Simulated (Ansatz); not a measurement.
# What a change does: geometry relaxation on ZrN

System: ZrN (2 atoms in the cell).
Method of run 1: Kohn-Sham DFT of a periodic cell, revPBE, Ansatz PAW, no spin polarisation (Ansatz 0.2.0).

The structure derives from an entry of the Crystallography Open Database. Text and figures count atoms from 1; the logs count them from 0 in places.

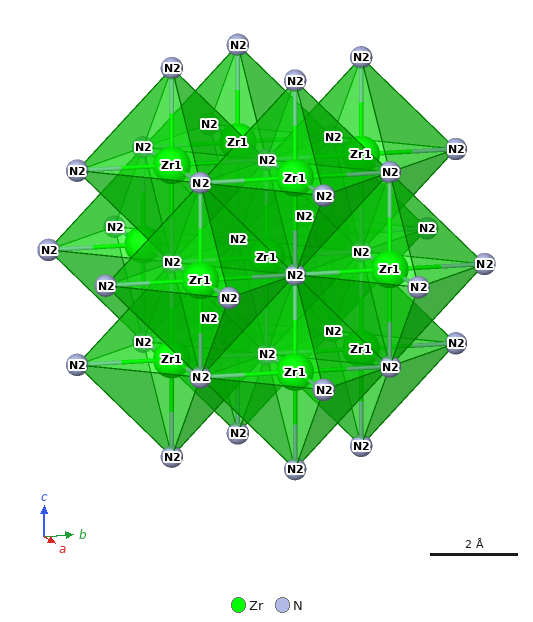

**Figure 1.** The input geometry (polyhedral view of the cell 4 times as large as that of the calculation, set on its symmetry axes, seen slightly off an axis; polyhedra are completed across the faces of the cell; atoms are numbered from 1 in the order of the input).

The input, run 1:
```yaml
crystal:
  lattice:
    - [0.0, 2.3, 2.3]
    - [2.3, 0.0, 2.3]
    - [2.3, 2.3, 0.0]
  atoms:
    - { symbol: Zr, position: [0.5, 0.5, 0.5] }
    - { symbol: "N", position: [0.0, 0.0, 0.0] }
hamiltonian:
  xc: revpbe
  pseudopotentials: { kind: paw }
kpoints:
  mp_grid: { grid: [10, 10, 10] }
scf:
  occupations: { method: fermi_dirac, width: 0.05 }
output:
  forces: true
  stress: true
relax:
  f_tol: 0.01
  max_steps: 40
  cell: { stress_tol: 0.05 }
```

Launched with:
```bash
ansatz run input.yaml --threads 2 --pin off --max-ram 5632MiB --backend cpu --events-out ev --progress --plain --runs-dir out
```

Hardware: 2 threads of Arm Neoverse V1, 24 GiB of memory available, shared host.

Output, shortened to warnings, some set-up lines, iterations and results (run 1):
```
Basis set: ecut = 420 eV, 531 PW (Γ), exchange–correlation on 48×48×48 points (8 copies of the dense FFT grid, shifted against one another)
Symmetry: 48 space group operations
k-points: 47 of 1000
Initial density: superposition of atomic densities (neutral atoms: chi_scale 0, normalization atom), corrected by the library's trained network
[...]
SCF iter   1: F=—  HF=-4577.165314 eV  |F-HF|=—  |Δ(HF+E_count)|=         —  Δρ=2.16e-3  dr2=3.01e-4  ethr=1.77e-3  ⟨swp⟩=5.0  Hψ=3000  notcnv=0
SCF iter   2: F=—  HF=-4577.165157 eV  |F-HF|=—  |Δ(HF+E_count)|=   1.58e-4  Δρ=1.10e-3  dr2=7.91e-5  ethr=1.77e-6  ⟨swp⟩=2.0  Hψ=1349  notcnv=0
SCF iter   3: F=—  HF=-4577.165207 eV  |F-HF|=—  |Δ(HF+E_count)|=   5.05e-5  Δρ=2.14e-4  dr2=7.13e-6  ethr=4.65e-7  ⟨swp⟩=1.8  Hψ=820  notcnv=0
SCF iter   4: F=-4577.165207 eV  HF=-4577.165207 eV  |F-HF|=3.52e-8  |Δ(HF+E_count)|=   6.74e-7  Δρ=2.02e-5  dr2=5.48e-8  ethr=4.19e-8  ⟨swp⟩=2.1  Hψ=984  notcnv=0
SCF iter   5: F=-4577.165207 eV  HF=-4577.165207 eV  |F-HF|=2.28e-10  |Δ(HF+E_count)|=   5.10e-8  Δρ=6.12e-6  dr2=5.23e-9  ethr=3.22e-10  ⟨swp⟩=2.6  Hψ=1010  notcnv=0
[... 24 lines ...]
SCF iter   6: F=-4577.166381 eV  HF=-4577.166381 eV  |F-HF|=2.73e-12  |Δ(HF+E_count)|=  9.09e-13  Δρ=5.09e-9  dr2=2.49e-15  ethr=1.00e-12  ⟨swp⟩=1.0  Hψ=611  notcnv=0
SCF iter   7: F=-4577.166381 eV  HF=-4577.166381 eV  |F-HF|=0.00e0  |Δ(HF+E_count)|=  2.73e-12  Δρ=7.56e-10  dr2=8.64e-17  ethr=1.00e-12  ⟨swp⟩=1.0  Hψ=611  notcnv=0
SCF iter   8: F=-4577.166381 eV  HF=-4577.166381 eV  |F-HF|=9.09e-13  |Δ(HF+E_count)|=  2.73e-12  Δρ=1.25e-10  dr2=2.21e-18  ethr=1.00e-12  ⟨swp⟩=2.0  Hψ=1629  notcnv=0
SCF 4 converged in 8 iterations: F = -4577.166381 eV  dr2 = 2.21e-18
relax step   4: F+E_penalty+E_count = -4577.16638059 eV  Δ(F+E_penalty+E_count) = -4.438e-4 eV  max|allowed force component| = 5.916e-29 eV/Å  Δτ_max = 0.0000 Å  P = +0.010 …
basis re-selected at this cell: Δ(F+E_penalty+E_count) = -4.438e-4 eV, ΔP = +0.025 GPa vs the last step (what re-selecting the basis moved, of the pressure what is left beyond the Pulay correction that the steps carried, after the strain that the cell walked since its last selection, with what the …
SCF converged after 8 iterations
Free energy (F): -4577.166381 eV
Harris-Foulkes:  -4577.166381 eV  (|F-HF|=9.09e-13)
Internal energy: -4577.159917 eV  (E = F + TS)
E sigma→0 (E₀):  -4577.163149 eV
Entropy (-TS):   -0.006464 eV (-3.232 meV/atom)
Fermi energy:    17.468803 eV
--- Per-component energies (eV) ---
  E_band       = -30.501323
  E_kinetic    = 466.432572
  E_local      = -631.952246  (includes V_loc(G=0)·N_el)
  E_nonlocal   = 121.989249
  E_hartree    = 190.333615
  E_xc         = -224.250790
  E_vxc        = -270.375748  (∫ρ·V_xc dr)
  E_paw        = -3085.869456  (= ΣΔE_a)
  E_vpaw       = -97.262494  (= ΣTr[D̂ρ^β])
  E_aug_tail   = 0.000114  (compensation charges beyond the density's cutoff)
  E_ewald      = -1413.773242
  E_core_change = -0.069731  (= ΣΔE_core)
  E_smearing   = -0.006464  (= −TS)
  E_closure    = 0.000000  (closes the sum)
  Σ components = -4577.166381   (vs F -4577.166381, Δ=0.00e0)
--- Forces (eV/Å), atoms counted from 1 ---
  atom   1  Zr     0.00000000    -0.00000000    -0.00000000
  atom   2  N     -0.00000000     0.00000000     0.00000000
  max |Σ_I F_I| component: 1.09e-28 eV/Å
--- Stress (GPa, compression-positive) ---
        0.010282      -0.000000      -0.000000
       -0.000000       0.010282      -0.000000
       -0.000000      -0.000000       0.010282
  P = ⅓ Tr σ = 0.0103 GPa (0.103 kbar)
--- Relaxed structure (3 steps of the walk, 3 accepted, 1 SCFs on fresh bases) ---
  F+E_penalty+E_count = -4577.16638059 eV   max|allowed force component| = 5.916e-29 eV/Å   (the final SCF, on the basis selected at the relaxed cell)
  cell:  # Å, volume = 24.5239 Å³
    - [-1.6295331905812595e-33, 2.305966989702329, 2.305966989702329]
    - [2.305966989702329, -3.057223219737353e-34, 2.305966989702329]
    - [2.305966989702329, 2.305966989702329, -6.104587840021415e-34]
  atoms:
    - { symbol: Zr, position: [0.49999999999999994, 0.49999999999999994, 0.49999999999999994] }
    - { symbol: N, position: [8.72250880615987e-37, -3.05287808214134e-36, -4.7973798433624065e-36] }
```

For run 2 the input was changed thus:
```diff
-  xc: revpbe
+  xc: blyp
+  dispersion: d3bj
```

How does run 2 compare with run 1?

The total energies belong to different models, so their difference says nothing on which is more stable or more accurate. The volume per atom goes from 12.26 to 11.87 Å³. The functional changes from revPBE to BLYP. The SCF takes 46 iterations over all geometry steps against 26. On the same kind of shared host run 2 took about 1.7 times as long.

Output, shortened to warnings, some set-up lines, iterations and results (run 2):
```
Basis set: ecut = 420 eV, 531 PW (Γ), exchange–correlation on 48×48×48 points (8 copies of the dense FFT grid, shifted against one another)
Symmetry: 48 space group operations
k-points: 47 of 1000
Initial density: superposition of atomic densities (neutral atoms: chi_scale 0, normalization atom), corrected by the library's trained network
[...]
SCF iter   1: F=—  HF=-4587.334274 eV  |F-HF|=—  |Δ(HF+E_count)|=         —  Δρ=2.62e-2  dr2=1.66e-1  ethr=1.77e-3  ⟨swp⟩=5.1  Hψ=3020  notcnv=0
SCF iter   2: F=—  HF=-4587.306030 eV  |F-HF|=—  |Δ(HF+E_count)|=   2.82e-2  Δρ=1.39e-2  dr2=5.34e-2  ethr=9.78e-4  ⟨swp⟩=1.7  Hψ=1066  notcnv=0  defer=8
SCF iter   3: F=—  HF=-4587.294066 eV  |F-HF|=—  |Δ(HF+E_count)|=   1.20e-2  Δρ=9.33e-4  dr2=1.50e-4  ethr=3.14e-4  ⟨swp⟩=2.0  Hψ=972  notcnv=0  defer=8
SCF iter   4: F=—  HF=-4587.294060 eV  |F-HF|=—  |Δ(HF+E_count)|=   6.06e-6  Δρ=7.86e-5  dr2=1.27e-6  ethr=8.80e-7  ⟨swp⟩=2.2  Hψ=849  notcnv=0  defer=8
SCF iter   5: F=—  HF=-4587.294068 eV  |F-HF|=—  |Δ(HF+E_count)|=   8.37e-6  Δρ=1.21e-5  dr2=1.07e-8  ethr=7.46e-9  ⟨swp⟩=2.3  Hψ=918  notcnv=0  defer=8
[... 50 lines ...]
SCF iter   8: F=-4587.305364 eV  HF=-4587.305364 eV  |F-HF|=9.09e-13  |Δ(HF+E_count)|=  9.09e-13  Δρ=2.78e-8  dr2=9.76e-14  ethr=1.00e-12  ⟨swp⟩=1.0  Hψ=611  notcnv=0
SCF iter   9: F=-4587.305364 eV  HF=-4587.305364 eV  |F-HF|=0.00e0  |Δ(HF+E_count)|=    0.00e0  Δρ=1.99e-8  dr2=4.79e-14  ethr=1.00e-12  ⟨swp⟩=1.0  Hψ=611  notcnv=0
SCF iter  10: F=-4587.305364 eV  HF=-4587.305364 eV  |F-HF|=9.09e-13  |Δ(HF+E_count)|=    0.00e0  Δρ=3.38e-9  dr2=2.02e-15  ethr=1.00e-12  ⟨swp⟩=3.0  Hψ=1902  notcnv=0
SCF 7 converged in 10 iterations: F = -4587.305364 eV  dr2 = 2.02e-15
relax step   7: F+E_penalty+E_count = -4587.30536403 eV  Δ(F+E_penalty+E_count) = +0.000e0 eV  max|allowed force component| = 4.891e-29 eV/Å  Δτ_max = 0.0000 Å  P = -0.001 …
basis re-selected at this cell: Δ(F+E_penalty+E_count) = +0.000e0 eV, ΔP = -0.001 GPa vs the last step (what re-selecting the basis moved, of the pressure what is left beyond the Pulay correction that the steps carried, after the strain that the cell walked since its last selection, with what the …
SCF converged after 10 iterations
Free energy (F): -4587.305364 eV
Harris-Foulkes:  -4587.305364 eV  (|F-HF|=9.09e-13)
Internal energy: -4587.299371 eV  (E = F + TS)
E sigma→0 (E₀):  -4587.302367 eV
Entropy (-TS):   -0.005993 eV (-2.997 meV/atom)
Fermi energy:    18.513614 eV
--- Per-component energies (eV) ---
  E_band       = -13.848465
  E_kinetic    = 470.880099
  E_local      = -619.766102  (includes V_loc(G=0)·N_el)
  E_nonlocal   = 124.633122
  E_hartree    = 188.059834
  E_xc         = -221.353561
  E_vxc        = -266.673573  (∫ρ·V_xc dr)
  E_paw        = -3098.771436  (= ΣΔE_a)
  E_vpaw       = -99.041798  (= ΣTr[D̂ρ^β])
  E_aug_tail   = 0.000120  (compensation charges beyond the density's cutoff)
  E_ewald      = -1429.060368
  E_disp       = -2.004320  (pairwise vdW)
  E_core_change = 0.083242  (= ΣΔE_core)
  E_smearing   = -0.005993  (= −TS)
  E_closure    = 0.000000  (closes the sum)
  Σ components = -4587.305364   (vs F -4587.305364, Δ=0.00e0)
--- Forces (eV/Å), atoms counted from 1 ---
  atom   1  Zr     0.00000000    -0.00000000     0.00000000
  atom   2  N     -0.00000000     0.00000000    -0.00000000
  max |Σ_I F_I| component: 8.73e-29 eV/Å
--- Stress (GPa, compression-positive) ---
       -0.001095      -0.000000      -0.000000
       -0.000000      -0.001095      -0.000000
       -0.000000      -0.000000      -0.001095
  P = ⅓ Tr σ = -0.0011 GPa (-0.011 kbar)
--- Relaxed structure (5 steps of the walk, 5 accepted, 2 SCFs on fresh bases) ---
  F+E_penalty+E_count = -4587.30536403 eV   max|allowed force component| = 4.891e-29 eV/Å   (the final SCF, on the basis selected at the relaxed cell)
  cell:  # Å, volume = 23.7453 Å³
    - [9.517311534640463e-34, 2.281299307840991, 2.281299307840991]
    - [2.281299307840991, -2.6631280391270384e-33, 2.281299307840991]
    - [2.281299307840991, 2.281299307840991, -1.1747905184486748e-33]
  atoms:
    - { symbol: Zr, position: [0.49999999999999994, 0.49999999999999994, 0.49999999999999994] }
[...]
```

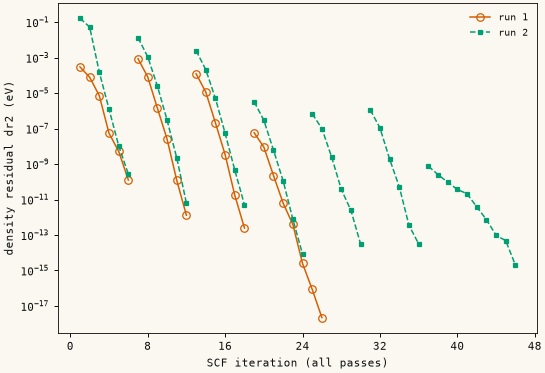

**Figure 2.** Convergence of the two runs: density residual dr2 against the SCF iteration. A break in a curve parts two SCF passes. Run 1 takes 26 iterations in all, and run 2 takes 46.

The two runs side by side:

| quantity | run 1 | run 2 |
| --- | --- | --- |
| outcome | converged | converged |
| free energy per atom (eV) | −2288.5832 | −2293.6527 |
| energy per atom, smearing taken to zero (eV) | −2288.5816 | −2293.6512 |
| pressure (GPa) | 0.01 | 0.00 |
| volume per atom (Å³) | 12.26 | 11.87 |
| largest force (eV/Å) | 0.000 | 0.000 |
| SCF iterations | 26 | 46 |
| irreducible k-points | 47 | 47 |
| wall time (shared host) | 2.4 s | 4.1 s |

For both runs: Points of doubt noted for this run: forces on files of another functional. The cell holds an odd number of electrons but the run has no spin polarisation, so it comes out as a metal.
